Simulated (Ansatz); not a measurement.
Input

```
crystal:
  lattice:
    - [3.1831225544, 0.0, 0.0]
    - [-1.5915612772, 2.7566649955, 0.0]
    - [0.0, 0.0, 35.1805582101]
  atoms:
    - { symbol: W, position: [0.3333333333, 0.6666666667, 0.59231661] }
    - { symbol: W, position: [0.3333333333, 0.6666666667, 0.2234] }
    - { symbol: W, position: [0.6666666667, 0.3333333333, 0.7766] }
    - { symbol: W, position: [0.6666666667, 0.3333333333, 0.40768339] }
    - { symbol: S, position: [0.3333333333, 0.6666666667, 0.82114964] }
    - { symbol: S, position: [0.3333333333, 0.6666666667, 0.45202369] }
    - { symbol: S, position: [0.6666666667, 0.3333333333, 0.63662107] }
    - { symbol: S, position: [0.6666666667, 0.3333333333, 0.26774184] }
    - { symbol: S, position: [0.3333333333, 0.6666666667, 0.73225816] }
    - { symbol: S, position: [0.3333333333, 0.6666666667, 0.36337893] }
    - { symbol: S, position: [0.6666666667, 0.3333333333, 0.54797631] }
    - { symbol: S, position: [0.6666666667, 0.3333333333, 0.17885036] }
hamiltonian:
  xc: blyp
  pseudopotentials: { kind: paw }
kpoints:
  mp_grid: { grid: [10, 10, 1] }
  band_path:
    path:
      - [[0.0, 0.0, 0.0], [0.5, 0.0, 0.0], [0.3333333333, 0.3333333333, 0.0], [0.0, 0.0, 0.0], [0.0, 0.0, 0.5], [0.5, 0.0, 0.5], [0.3333333333, 0.3333333333, 0.5], [0.0, 0.0, 0.5]]
      - [[0.5, 0.0, 0.5], [0.5, 0.0, 0.0]]
      - [[0.3333333333, 0.3333333333, 0.0], [0.3333333333, 0.3333333333, 0.5]]
    npoints: 10
scf:
  occupations: { method: fermi_dirac, width: 0.05 }
  n_extra_bands: 30
output:
  forces: true
  stress: true
  eigenvalues: true
  fatbands: false
  write_density: true
  write_potential: true
  elf: true
  volumetric_format: npy
```

Run with:

```sh
ansatz run input.yaml --threads 4 --pin off --max-ram 11264MiB --backend cpu --events-out ev --progress --plain --runs-dir out
```

Below, planes, directions and counts refer to the conventional cell (a = 3.18 Å, b = 3.18 Å, c = 35.18 Å, α = 90.00°, β = 90.00°, γ = 120.00°).

Space group P-3m1; a structure from a database of computed crystals, not necessarily the ambient phase; not relaxed (largest force 0.7 eV/Å); computed pressure about 6 GPa in this cell.

Theory: Kohn-Sham DFT of a periodic cell, BLYP, Ansatz PAW in Ansatz 0.2.0.

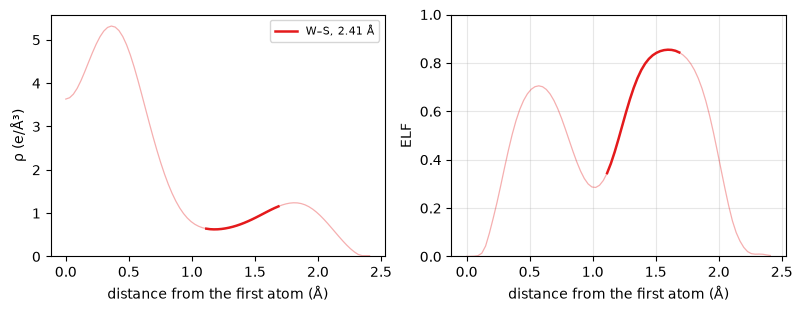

WS2. Valence pseudo-density and ELF along straight lines between neighbouring atoms. Thin, pale parts lie inside the atomic spheres.

The density is the valence pseudo-density of a PAW calculation; it isn't the true density close to the nuclei.

**What can be read from the curves?**

W–S (2.41 Å): ρ is about 0.63 e/Å³ halfway; the ELF peaks at about 0.85 in the valence shell of S, 0.8 Å from its nucleus, and is about 0.50 at the midpoint.
